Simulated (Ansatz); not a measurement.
Cd (Fm-3m, No. 225): the geometry given to an electronic-structure calculation, possibly off equilibrium; the starting structure was generated, so it need not be a known form of this composition.

```yaml
crystal:
  lattice:
    - [4.50802, 0.00000, 0.00000]
    - [0.00000, 4.50802, 0.00000]
    - [0.00000, 0.00000, 4.50802]
  atoms:
    - { symbol: Cd, position: [0.00000, 0.00000, 0.00000] }
    - { symbol: Cd, position: [0.00000, 0.50000, 0.50000] }
    - { symbol: Cd, position: [0.50000, 0.00000, 0.50000] }
    - { symbol: Cd, position: [0.50000, 0.50000, 0.00000] }
```

**What will a dark-field STEM-like image along [001] show? Simulation: incoherent imaging, intensity Z^1.6 per atom, probe width 1.30 Å, thin sample. The probe carries 25 % of its weight in a tail 2.5 times as wide. Shot noise was added.**

The columns repeat on a square net with a repeat of 2.25 Å (plane group p4mm). All columns are alike (Cd). The shortest distance between visible columns is 2.25 Å in projection. Along the beam the structure repeats every 4.51 Å.

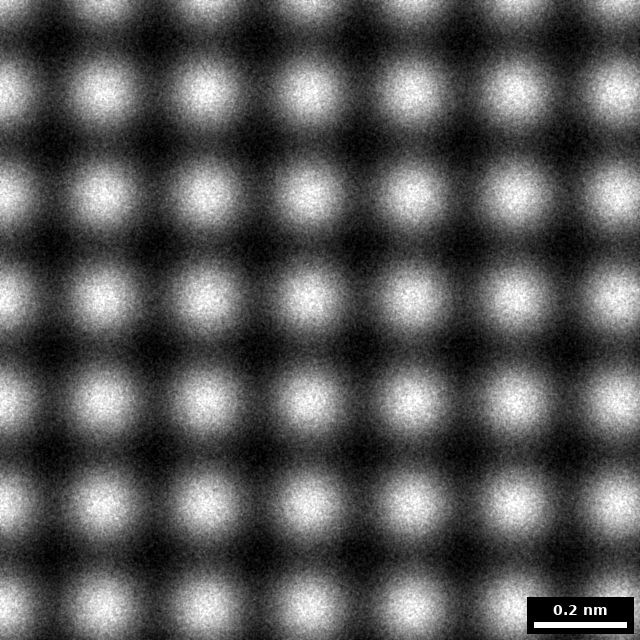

The simulated image.
